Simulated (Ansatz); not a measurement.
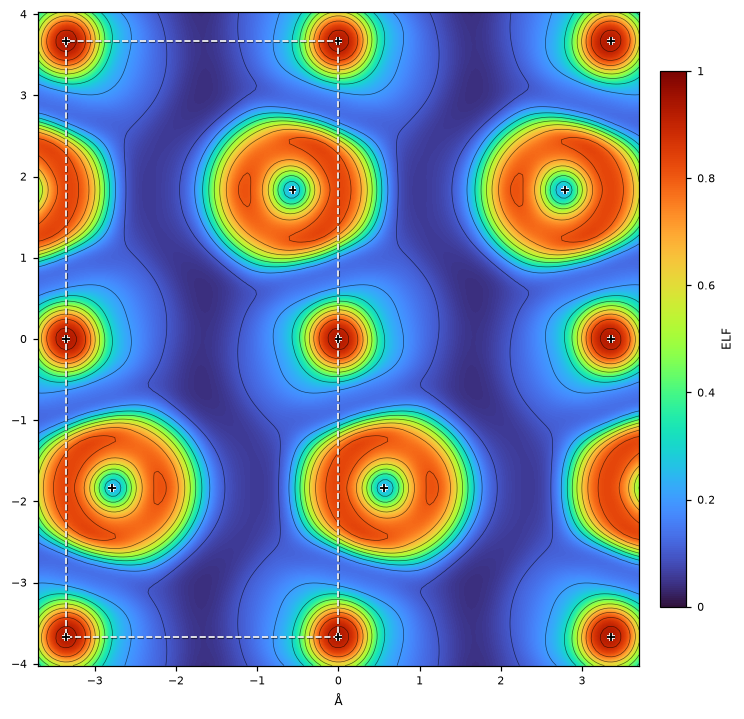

The ELF on a plane through atoms (crosses mark nuclei in the plane).

These are results of Kohn-Sham DFT of a periodic cell, PBEsol with D4, Ansatz PAW in Ansatz, not measurements.

Candidates:
A. Li, a = 4.40 Å, b = 4.40 Å, c = 4.40 Å, α = 90.00°, β = 90.00°, γ = 90.00°. Space group Fm-3m.
B. CuO, a = 4.59 Å, b = 3.35 Å, c = 5.02 Å, α = 90.00°, β = 99.54°, γ = 90.00°. Space group C2/c; computed pressure about 7 GPa in this cell.

Which candidate gave the map?

Candidate B: CuO on the (101) plane of the conventional cell, which holds Cu and O. Cu–O (1.92 Å): the ELF peaks at about 0.80 in the valence shell of O, 0.6 Å from its nucleus, and is about 0.20 at the midpoint; no shared electron pair shows on this line.
